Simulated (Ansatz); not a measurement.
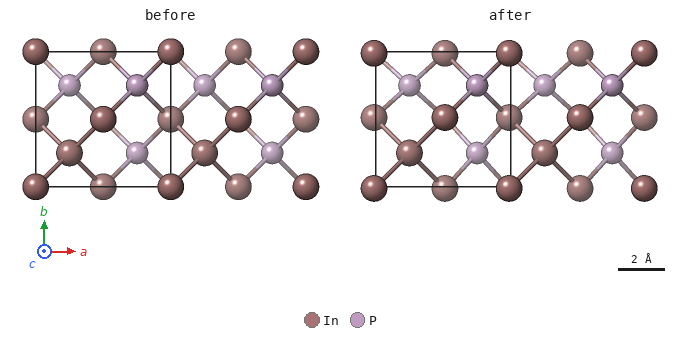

The structure of a defect cell of composition In$_{5}$P$_{3}$ before (left) and after (right) a relaxation, at one scale.

A ball-and-stick model of the cell of the calculation, repeated 2 × 1 × 1 with one cell outlined, seen along the c axis.

Case: In on a P site (d), charge +0, atoms relaxed at the host's cell.

Theory: Ansatz 0.2.0, DFT PBE, scalar-relativistic, plane waves, PAW.

Input
```yaml
crystal:
  lattice:
    - [0.0, 0.0, -5.9597880294]
    - [0.0, -5.9597880294, 0.0]
    - [-5.9597880294, 0.0, 0.0]
  atoms:
    - { symbol: In, position: [1.0, 1.0, 1.0] }
    - { symbol: In, position: [0.0, 0.5, 0.5] }
    - { symbol: In, position: [0.5, 0.0, 0.5] }
    - { symbol: In, position: [0.5, 0.5, 1.0] }
    - { symbol: In, position: [0.25, 0.25, 0.75] }
    - { symbol: P, position: [0.25, 0.75, 0.25] }
    - { symbol: P, position: [0.75, 0.25, 0.25] }
    - { symbol: P, position: [0.75, 0.75, 0.75] }
  host:
    lattice:
      - [0.0, 2.9798940147, 2.9798940147]
      - [2.9798940147, 0.0, 2.9798940147]
      - [2.9798940147, 2.9798940147, 0.0]
    atoms:
      - { symbol: In, position: [0.0, 0.0, 0.0] }
      - { symbol: P, position: [0.25, 0.25, 0.25] }
basis:
  ecutwfc: 420
  xc_grid: 2
kpoints:
  mp_grid: { grid: [3, 3, 3], shift: [0.0, 0.0, 0.0] }
hamiltonian:
  xc: pbe
scf:
  occupations: { method: gaussian, width: 0.02 }
output:
  forces: true
  stress: false
  eigenvalues: true
  charged_corrections:
    defect_position: [0.25, 0.25, 0.75]
    epsilon: [[15.0794, 0.0, 0.0], [0.0, 15.0794, 0.0], [0.0, 0.0, 15.0794]]
relax:
  adjacent_minimum: "off"
  f_tol: 0.025
  max_steps: 45
```

Run as
```bash
ansatz run input.yaml --threads 4 --pin off --max-ram 10240MiB --backend cpu --events-out ev --progress --plain --runs-dir out
```

### What changed between the two?

After 3 geometry steps the energy has fallen by 0.368 eV per cell of the calculation. Largest force component: 0.89 eV/Å at the start, 0.00029 eV/Å at the end. The largest moves, 0.13 Å, are those of In1, In2, In3 and In4. In2 goes along [−1 1 −1]. P stays in place. The cell doesn't change. Some distances before and after: In1–In5 2.581 → 2.708 Å, In1–P6 2.581 → 2.541 Å. Among the angles between lasting bonds that change: In1–P6–In2 109.5° → 104.1°, In1–P6–In3 109.5° → 112.2°, In5–In2–P6 109.5° → 106.8°. Cost: 11 s on 4 threads of Intel(R) Xeon(R) Processor @ 2.50GHz (Skylake/Cascade Lake), with other jobs on the host, peak memory 0.52 GiB.

Limits of the set-up: the periodic images lie only 6.0 Å apart, so the values are limited by the cell's size.
